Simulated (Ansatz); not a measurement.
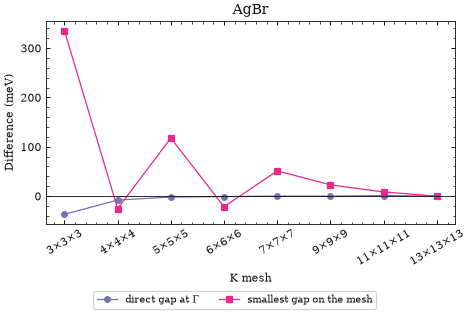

Gaps of rocksalt AgBr, space group Fm-3m, 2 atoms in the primitive cell (cubic a = 5.740 Å) as the k mesh is raised, all else fixed. The plot shows differences from the last run. Method: r2SCAN, Ansatz PAW, spin-orbit coupling, no magnetisation, 500 eV cutoff, cold smearing of 0.1 eV (Ansatz 0.2.0).

How well are these gaps converged with the k mesh?

The direct gap at Γ starts −37 meV from the last run and stays within 10 meV of it from 4×4×4 on. The smallest gap on the mesh also hangs on how near the points fall to the band edges: over the last three meshes it lies between 1.236 and 1.258 eV, so it isn't settled to 10 meV.

| k mesh | direct gap at Γ (eV) | smallest gap on the mesh (eV) |
| --- | --- | --- |
| 3×3×3 | 3.082 | 1.571 |
| 4×4×4 | 3.111 | 1.210 |
| 5×5×5 | 3.117 | 1.353 |
| 6×6×6 | 3.118 | 1.214 |
| 7×7×7 | 3.119 | 1.287 |
| 9×9×9 | 3.119 | 1.258 |
| 11×11×11 | 3.120 | 1.244 |
| 13×13×13 | 3.119 | 1.236 |

The PAW data sets were made with another functional. LDA, GGA and most meta-GGA functionals understate gaps.
